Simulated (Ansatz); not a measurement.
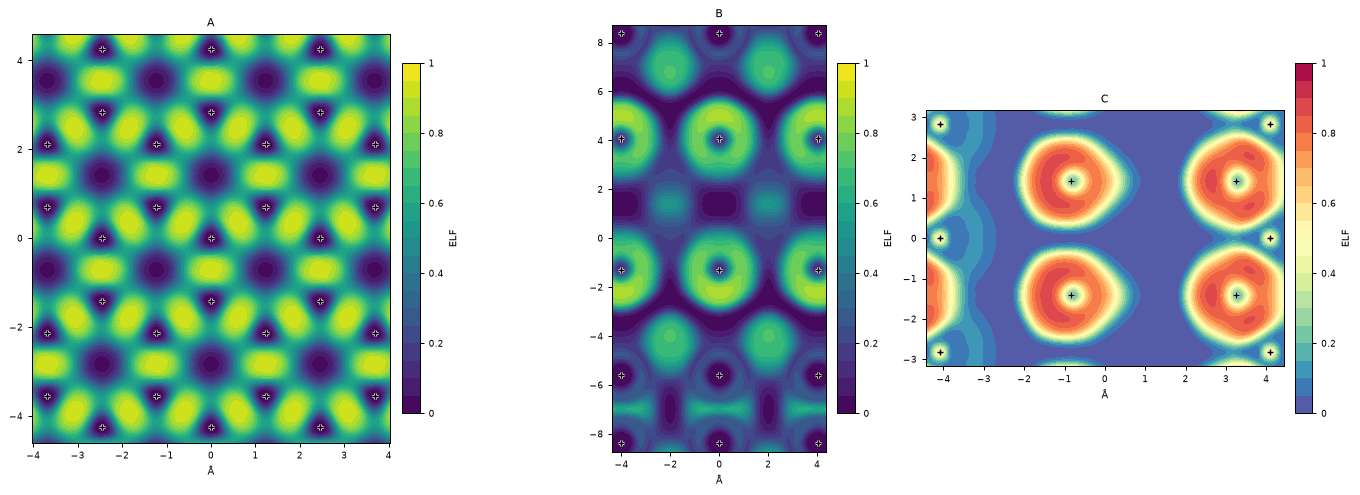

The ELF of 3 systems, each on a plane through atoms (crosses mark nuclei in the plane).

Computed with Ansatz, DFT r2SCAN, scalar-relativistic, plane waves, PAW.

System 1: SiO2, the (11̄0) plane of the calculation cell. Space group P4₂/nmc; a structure from a database of computed crystals, not necessarily the ambient phase.

System 2: C, the (001) plane of the conventional cell. Space group Fmmm.

```cif
data_structure
_symmetry_space_group_name_H-M 'P 1'
_symmetry_Int_Tables_number 1
_cell_length_a 2.4560
_cell_length_b 4.2540
_cell_length_c 6.6960
_cell_angle_alpha 90.000
_cell_angle_beta 90.000
_cell_angle_gamma 90.000
_cell_volume 69.96
loop_
_atom_site_label
_atom_site_type_symbol
_atom_site_fract_x
_atom_site_fract_y
_atom_site_fract_z
_atom_site_occupancy
C1 C 0.00000 0.16667 0.00000 1
C2 C 0.50000 0.66667 0.00000 1
C3 C 0.50000 0.16667 0.50000 1
C4 C 0.00000 0.66667 0.50000 1
C5 C 0.50000 0.33333 0.00000 1
C6 C 0.00000 0.83333 0.00000 1
C7 C 0.00000 0.33333 0.50000 1
C8 C 0.50000 0.83333 0.50000 1
```

System 3: InSe, the (010) plane of the conventional cell. Space group P6₃/mmc.

```
In Se
1.0
     4.03177    0.00000    0.00000
    -2.01589    3.49162    0.00000
     0.00000    0.00000   16.76237
In Se
4 4
Direct
  0.33333 0.66667 0.16666
  0.66667 0.33333 0.66666
  0.33333 0.66667 0.33334
  0.66667 0.33333 0.83334
  0.33333 0.66667 0.58987
  0.66667 0.33333 0.08987
  0.33333 0.66667 0.91013
  0.66667 0.33333 0.41013
```

Q: Match each panel to its system.

A: Panel A is system 2, C: the plane holds C. C–C (1.42 Å): the ELF peaks at about 0.95 between the atoms, as expected for a covalent bond. Panel B is system 3, InSe: the plane holds In and Se. In–In (2.79 Å): the ELF reaches about 0.60 near the midpoint. Panel C is system 1, SiO2: the plane holds Si and O. Si–O (1.64 Å): the ELF peaks at about 0.85 between the atoms; a polar covalent bond.
